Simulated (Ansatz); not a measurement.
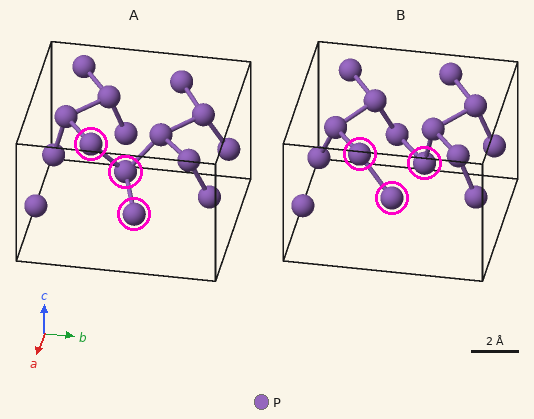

The two relaxed end points of a path for a defect cell of composition P with a P vacancy (15 atoms in the cell). A ball-and-stick model of the simulation cell (origin moved), seen from a free direction. The atoms that move most are ringed. Bonds to atoms that aren't drawn are left out.

Method: DFT, PAW plane waves, PBE (Ansatz).

Input
```yaml
crystal:
  lattice:
    - [-6.68865, 0.0, -3.2e-07]
    - [0.0, -8.85084, 0.0]
    - [1.67216225, 0.0, 5.30444208]
  atoms:
    - { symbol: P, position: [0.04797313, 0.45405924, 0.19449666] }
    - { symbol: P, position: [0.29959365, 0.29607945, 0.19039083] }
    - { symbol: P, position: [0.45318948, 0.04110539, 0.80709973] }
    - { symbol: P, position: [0.2011496, 0.2074992, 0.80291435] }
    - { symbol: P, position: [0.04722721, 0.95318785, 0.19649997] }
    - { symbol: P, position: [0.29797712, 0.79511195, 0.19937257] }
    - { symbol: P, position: [0.44905035, 0.54234786, 0.80461464] }
    - { symbol: P, position: [0.19958979, 0.70505876, 0.80257541] }
    - { symbol: P, position: [0.55036001, 0.45374153, 0.19891141] }
    - { symbol: P, position: [0.79993275, 0.29879211, 0.20297729] }
    - { symbol: P, position: [0.94945121, 0.04435152, 0.80597444] }
    - { symbol: P, position: [0.54934179, 0.95318512, 0.19889851] }
    - { symbol: P, position: [0.79620632, 0.7968172, 0.19159358] }
    - { symbol: P, position: [0.95325987, 0.54934775, 0.80431841] }
    - { symbol: P, position: [0.69881926, 0.69989384, 0.79749752] }
kpoints:
  mp_grid: { grid: [2, 2, 3] }
magnetization:
  spin_polarized: false
scf:
  occupations: { method: fermi_dirac, width: 0.1 }
hamiltonian:
  pseudopotentials: { kind: paw }
  xc: pbe
basis:
  ecutwfc: 420
neb:
  images: 3
  relax_end_points: true
  climbing: true
  f_tol: 0.1
  max_iterations: 40
  order_check: false
  final_atoms:
    - { symbol: P, position: [0.04797313, 0.45405924, 0.19449666] }
    - { symbol: P, position: [0.29959365, 0.29607945, 0.19039083] }
    - { symbol: P, position: [0.45318948, 0.04110539, 0.80709973] }
    - { symbol: P, position: [0.2011496, 0.2074992, 0.80291435] }
    - { symbol: P, position: [0.04722721, 0.95318785, 0.19649997] }
    - { symbol: P, position: [0.29797712, 0.79511195, 0.19937257] }
    - { symbol: P, position: [0.44905035, 0.54234786, 0.80461464] }
    - { symbol: P, position: [0.19958979, 0.70505876, 0.80257541] }
    - { symbol: P, position: [0.55036001, 0.45374153, 0.19891141] }
    - { symbol: P, position: [0.79993275, 0.29879211, 0.20297729] }
    - { symbol: P, position: [0.70060361, 0.20575542, 0.80835822] }
    - { symbol: P, position: [0.54934179, 0.95318512, 0.19889851] }
    - { symbol: P, position: [0.79620632, 0.7968172, 0.19159358] }
    - { symbol: P, position: [0.95325987, 0.54934775, 0.80431841] }
    - { symbol: P, position: [0.69881926, 0.69989384, 0.79749752] }
```

Command:
```bash
ansatz run input.yaml --threads 4 --pin off --max-ram 8192MiB --backend cpu --events-out ev --progress --plain --runs-dir out
```

### Predict the minimum-energy path and its barrier.

The two ends have the same energy, and the highest point, image 2, lies 0.43 eV above the start. A P atom travels furthest, 1.77 Å from end to end, along [−2 1 −1], on a path that bends up to 0.17 Å away from the straight line. At the highest image its nearest neighbour (P) is 2.23 Å away, against 2.29 Å at the start, and the surrounding atoms stand up to 0.42 Å off the mean of their end positions. Breaking: 2 P–P (2.29–2.37 → 3.10–3.78 Å). Forming: 2 P–P (3.11–3.56 → 2.21–2.36 Å). The band converged in 10 iterations. The largest component of the band force went from 0.75 to 0.021 eV/Å. The climbing image converged on the top of the path. Its curvatures weren't checked. The force threshold of 0.1 eV/Å is loose, so the barrier is approximate.

Energies of the converged images:

```
image  path (Å)  E (eV)
    0      0.00   0.000
    1      1.00   0.048
    2      2.00   0.425
    3      2.58   0.227
    4      3.15   0.000
```

The geometry at the top of the path:

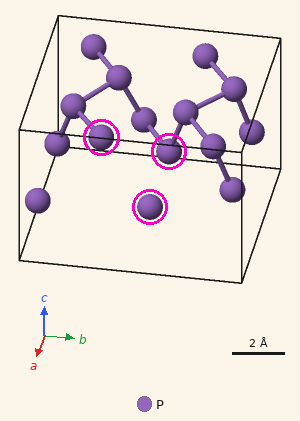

Limits of the set-up: the k-point mesh is coarse for a cell with partly filled bands; the periodic images lie only 5.6 Å apart, so the values are limited by the cell's size.

The run took 2.4 min on 4 threads of Intel(R) Xeon(R) Platinum 8488C (Sapphire Rapids) (shared host), peak memory 1 GiB.
